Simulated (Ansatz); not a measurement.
# FeS₂: single-point calculation (part 2 of 2)

Continued. System: FeS₂ (Pnnm, 6 atoms in the cell). Method: DFT, HSE06, plane waves, PAW, no spin polarisation (Ansatz 0.2.0); cutoff 420 eV, 4×2×4 k-mesh, fixed occupations. The structure derives from a Materials Project entry. The geometry comes from this level: r2SCAN.

**Log, continued**
```
SCF iter   1: F=—  HF=-12570.640301 eV  |F-HF|=—  |Δ(HF+E_count)|=         —  Δρ=2.15e-4  dr2=2.24e-5  ethr=1.08e-5  ⟨swp⟩=3.6  Hψ=1530  notcnv=0
preconditioner: auto → none  [insulator: Δε(μ)=2.513 eV  Ē_g=9.337 eV  n_scr=20 (ndim 8)  ℏωp=26.1 eV  f_vac=0.000]
SCF iter   2: F=—  HF=-12570.640331 eV  |F-HF|=—  |Δ(HF+E_count)|=   3.01e-5  Δρ=2.37e-4  dr2=3.30e-5  ethr=5.51e-9  ⟨swp⟩=6.6  Hψ=2612  notcnv=0
SCF iter   3: F=—  HF=-12570.640330 eV  |F-HF|=—  |Δ(HF+E_count)|=   1.05e-6  Δρ=1.23e-4  dr2=7.67e-6  ethr=5.51e-9  ⟨swp⟩=5.1  Hψ=2141  notcnv=0
SCF iter   4: F=—  HF=-12570.640329 eV  |F-HF|=—  |Δ(HF+E_count)|=   1.05e-6  Δρ=3.24e-5  dr2=3.18e-7  ethr=2.08e-9  ⟨swp⟩=5.8  Hψ=1994  notcnv=0
SCF iter   5: F=—  HF=-12570.640329 eV  |F-HF|=—  |Δ(HF+E_count)|=   2.91e-8  Δρ=1.96e-5  dr2=2.46e-7  ethr=8.63e-11  ⟨swp⟩=6.2  Hψ=2254  notcnv=0
SCF iter   6: F=—  HF=-12570.640329 eV  |F-HF|=—  |Δ(HF+E_count)|=   3.35e-8  Δρ=7.91e-6  dr2=3.59e-8  ethr=6.93e-11  ⟨swp⟩=5.6  Hψ=1613  notcnv=0
SCF iter   7: F=—  HF=-12570.640329 eV  |F-HF|=—  |Δ(HF+E_count)|=   4.11e-9  Δρ=5.49e-6  dr2=2.07e-8  ethr=9.89e-12  ⟨swp⟩=6.6  Hψ=1728  notcnv=0
SCF iter   8: F=-12570.640329 eV  HF=-12570.640329 eV  |F-HF|=1.24e-10  |Δ(HF+E_count)|=   3.41e-9  Δρ=5.15e-7  dr2=1.74e-10  ethr=5.85e-12  ⟨swp⟩=5.3  Hψ=1895  notcnv=0
SCF 3 converged in 8 iterations: F = -12570.640329 eV  dr2 = 1.74e-10
  Residual-converged pass: ⟨swp⟩=3.0  Hψ=1349  notcnv=0  max |occ|·‖R‖ = 7.6e-7 eV (tolerance 7.7e-7 eV)  dr2=1.69e-10  dr2_onsite=2.28e-11  max |Δocc| = 0.0e0
hybrid outer 2: dexx = +3.744e-5 eV, tail = 1.22e-6 eV, Δε = 1.04e-2 eV (about 4.25e-4 eV left of the loop's levels), ΔF = 8.10e-3 eV/Å (tail 3.70e-3)
Exchange kernel: α = 0.2500, screened, ω = 0.2079 Å⁻¹, Wigner–Seitz truncation, v(0) = 995.7094 eV·Å³, q-mesh 4×2×4, nearest image of the exchange supercell L = 10.80 Å, pair-density grid 24×30×20, without the augmentation charges, whose exchange is taken in its separable form by FFT convolution over the k-point mesh (sized by the pseudopotential files, 30×40×24 at the most), smooth part of the exact exchange by density-matrix convolution
Frozen-core exchange: fock
SCF iter   1: F=—  HF=-12570.640334 eV  |F-HF|=—  |Δ(HF+E_count)|=         —  Δρ=1.31e-5  dr2=5.10e-8  ethr=1.08e-8  ⟨swp⟩=4.9  Hψ=1388  notcnv=0
SCF iter   2: F=—  HF=-12570.640334 eV  |F-HF|=—  |Δ(HF+E_count)|=   1.13e-7  Δρ=1.16e-5  dr2=2.44e-8  ethr=8.04e-12  ⟨swp⟩=7.7  Hψ=2583  notcnv=0
SCF iter   3: F=—  HF=-12570.640334 eV  |F-HF|=—  |Δ(HF+E_count)|=   2.45e-8  Δρ=1.01e-5  dr2=7.16e-8  ethr=6.00e-12  ⟨swp⟩=6.2  Hψ=2349  notcnv=0
SCF iter   4: F=—  HF=-12570.640334 eV  |F-HF|=—  |Δ(HF+E_count)|=   1.20e-8  Δρ=4.85e-6  dr2=2.21e-8  ethr=6.00e-12  ⟨swp⟩=6.1  Hψ=2362  notcnv=0
SCF iter   5: F=-12570.640334 eV  HF=-12570.640334 eV  |F-HF|=1.24e-9  |Δ(HF+E_count)|=   2.85e-9  Δρ=1.22e-6  dr2=1.32e-9  ethr=6.00e-12  ⟨swp⟩=6.1  Hψ=1709  notcnv=0
SCF 4 converged in 5 iterations: F = -12570.640334 eV  dr2 = 1.32e-9
  Residual-converged pass: ⟨swp⟩=3.0  Hψ=1470  notcnv=0  max |occ|·‖R‖ = 9.1e-7 eV (tolerance 9.3e-7 eV)  dr2=1.30e-9  dr2_onsite=1.85e-10  max |Δocc| = 0.0e0
```

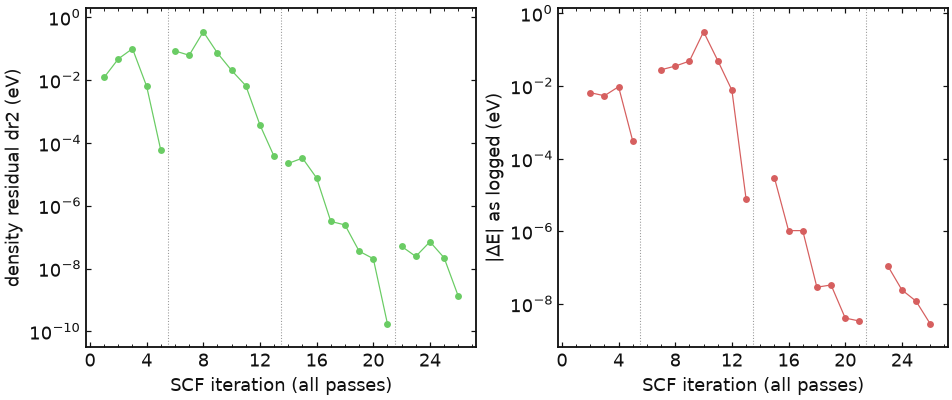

Convergence of the self-consistent field: density residual dr2 and size of the energy change against the SCF iteration. The run starts with a semilocal functional; after that each stretch between dotted lines is one SCF of the hybrid functional between two exact rebuilds of the exchange operator by the outer loop. Early passes are stopped at a loose threshold. The passes take 5, 8, 8 and 5 iterations.

```
hybrid outer 3: dexx = +2.265e-7 eV, tail = 3.91e-9 eV, Δε = 6.11e-4 eV (about 5.08e-5 eV left of the loop's levels), ΔF = 5.98e-4 eV/Å (tail 1.17e-4)
the search or the solves at the SCF's close seem to have found levels that the self-consistency loop had missed (the run counts 1). By its estimate they hold under 1e-12 electrons; where the run keeps them, the occupations were computed again with them
hybrid SCF converged: 3 outer / 21 inner (+5 warm-up), last move |dexx| = 2.27e-7 eV, tail = 3.91e-9 eV
Stability not checked: this state was not tested for a lower state beside it, because the functional holds exact exchange (a hybrid, or Hartree-Fock), whose exchange loop this test does not read (fock_operator; see scf.lower_state_search)
Free energy (F): -12570.640334 eV
Frozen-core exchange: fock
Harris-Foulkes:  -12570.640334 eV  (|F-HF|=1.24e-9)
Internal energy: -12570.640334 eV  (E = F + TS)
E sigma→0 (E₀):  -12570.640334 eV
Fermi energy:    11.684116 eV
--- Per-component energies (eV) ---
  E_band       = -604.145470
  E_kinetic    = 1147.806690
  E_local      = -6147.628637  (includes V_loc(G=0)·N_el)
  E_nonlocal   = 544.426999
  E_hartree    = 2627.431000
  E_xc         = -506.215153
  E_vxc        = -529.745573  (∫ρ·V_xc dr)
  E_exx        = -193.780014  (= α·E_x^exact, valence–valence)
  E_paw        = -5062.442500  (= ΣΔE_a)
  E_vpaw       = -486.305460  (= ΣTr[D̂ρ^β])
  E_aug_tail   = 0.001691  (compensation charges beyond the density's cutoff)
  E_ewald      = -4979.459575
  E_core_change = -0.780834  (= ΣΔE_core)
  E_smearing   = -0.000000  (= −TS)
  E_closure    = -0.000000  (closes the sum)
  Σ components = -12570.640334   (vs F -12570.640334, Δ=0.00e0)
--- Forces (eV/Å), atoms counted from 1 ---
  atom   1  Fe     0.00000000     0.00000000     0.00000000
  atom   2  Fe    -0.00000000     0.00000000     0.00000000
  atom   3  S      0.66740994     0.50793154     0.00000000
  atom   4  S     -0.66740994    -0.50793154    -0.00000000
  atom   5  S     -0.66740994     0.50793154     0.00000000
  atom   6  S      0.66740994    -0.50793154    -0.00000000
  max |Σ_I F_I| component: 1.11e-16 eV/Å
--- Stress (GPa, compression-positive) ---
       -2.796938       0.000000       0.000000
        0.000000      -0.352327       0.000000
        0.000000       0.000000       1.836549
  P = ⅓ Tr σ = -0.4376 GPa (-4.376 kbar)
--- Band table (eV; the first three rows and the last of 18) ---
  k-point 0: bands = ["-79.6111", "-79.6109", "-44.1469", "-44.1469", "-44.0345", "-44.0334", "-44.0271", "-44.0256", "-6.3910", "-3.8540", "-1.5658", "-0.7708", "3.6945", "5.4135", "5.8846", "6.6825", "7.5504", "7.6955", "8.2135", "8.4781", "8.5590", "9.7743", "10.3599", "10.4225", "10.4677", "10.5710", "10.5805", "11.2758", "14.2081", "14.9487", "15.9853", "16.7007", "17.1430"]
  k-point 1: bands = ["-79.6108", "-79.6107", "-44.1469", "-44.1469", "-44.0340", "-44.0333", "-44.0319", "-44.0309", "-5.8173", "-3.8436", "-1.2970", "-0.7239", "4.3027", "5.1729", "5.8966", "6.0678", "6.4519", "7.3135", "7.4300", "8.2671", "8.4005", "9.3536", "10.2767", "10.2793", "10.3058", "10.4527", "11.1725", "11.1752", "14.4745", "14.9858", "15.1933", "16.2440", "16.2935"]
  k-point 2: bands = ["-79.6106", "-79.6106", "-44.1469", "-44.1469", "-44.0366", "-44.0366", "-44.0331", "-44.0331", "-4.5365", "-4.5365", "-0.8392", "-0.8392", "4.4853", "4.4853", "6.1016", "6.1016", "6.2704", "6.2704", "7.4318", "7.4318", "8.9652", "8.9652", "10.2718", "10.2718", "10.4246", "10.4246", "10.6218", "10.6218", "14.8255", "14.8255", "15.3323", "15.3323", "15.6991"]
  k-point 17: bands = ["-79.6108", "-79.6108", "-44.1482", "-44.1482", "-44.0356", "-44.0356", "-44.0331", "-44.0331", "-3.9909", "-3.9909", "-1.6719", "-1.6719", "4.1121", "4.1121", "4.3589", "4.3589", "8.1725", "8.1725", "8.3320", "8.3320", "9.2998", "9.2998", "9.9240", "9.9240", "10.6344", "10.6344", "10.7755", "10.7755", "14.6738", "14.6738", "15.8214", "15.8214", "16.4738"]
```

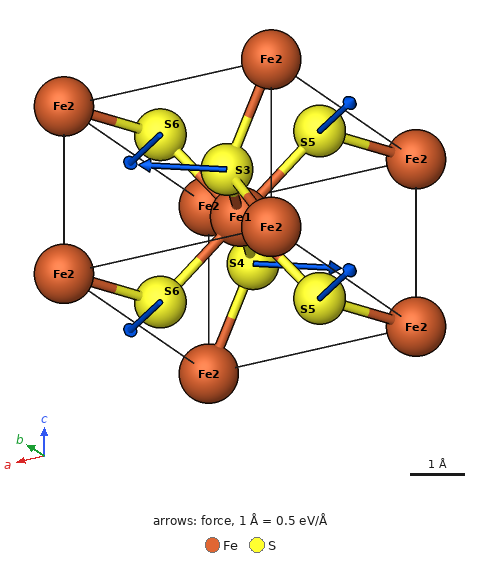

Forces on the atoms as blue arrows (ball-and-stick view of the cell of the calculation, seen at an oblique angle; atoms are numbered from 1 in the order of the input). The largest act on all 4 S atoms (0.84 eV/Å). The geometry is not a stationary point of this energy.

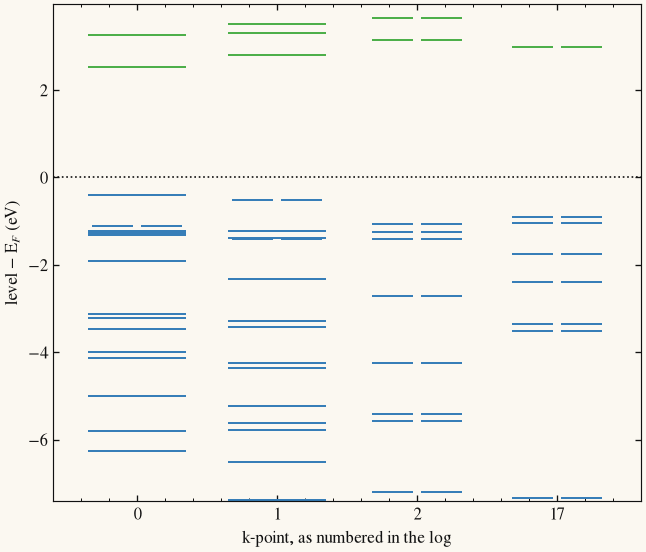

Kohn–Sham levels near the Fermi level (dotted) at the few k-points that the log prints; levels within 0.02 eV of each other stand side by side. Among these points the highest filled and lowest empty levels are 2.93 eV apart; the gap on the full mesh, 2.51 eV, has an edge at a point that isn't printed.

The run was set up as follows.

**The input**
```yaml
crystal:
  lattice:
    - [4.4308093927, 0.0, 0.0]
    - [0.0, 5.400559562, 0.0]
    - [0.0, 0.0, 3.3792367813]
  atoms:
    - { symbol: Fe, position: [0.5, 0.5, 0.5] }
    - { symbol: Fe, position: [0.0, 0.0, 0.0] }
    - { symbol: S, position: [0.2990463069, 0.877842277, 0.5] }
    - { symbol: S, position: [0.7009536931, 0.122157723, 0.5] }
    - { symbol: S, position: [0.2009536931, 0.377842277, 0.0] }
    - { symbol: S, position: [0.7990463069, 0.622157723, 0.0] }
kpoints:
  mp_grid: { grid: [4, 2, 4] }
hamiltonian:
  xc: hse06
scf:
  occupations: { method: fixed }
  n_extra_bands: 5
output:
  forces: true
  stress: true
  eigenvalues: true
```

Run as:
```bash
ansatz run input.yaml --threads 4 --pin off --max-ram 4608MiB --backend cpu --events-out ev --progress --plain --runs-dir out
```

**Summary**

| quantity | value |
| --- | --- |
| outcome | converged |
| space group (tolerance 0.01 Å) | Pnnm (58) |
| electrons treated | 56 |
| free energy | −12570.6403 eV |
| Fermi energy | 11.684 eV |
| gap on the k-point mesh | 2.51 eV |
| pressure | −0.44 GPa |
| largest force (length of the vector) | 0.839 eV/Å |
| hardware | 4 threads of Arm Neoverse N1, 112 GiB of memory available, shared host |
| wall time | 39 s (CPU time 2.1 min) |
| peak memory | 1.2 GiB |

**Notes**

The program warns: the exchange loop's threshold is looser than advised for the stress; the SCF threshold is looser than advised for the printed stress.
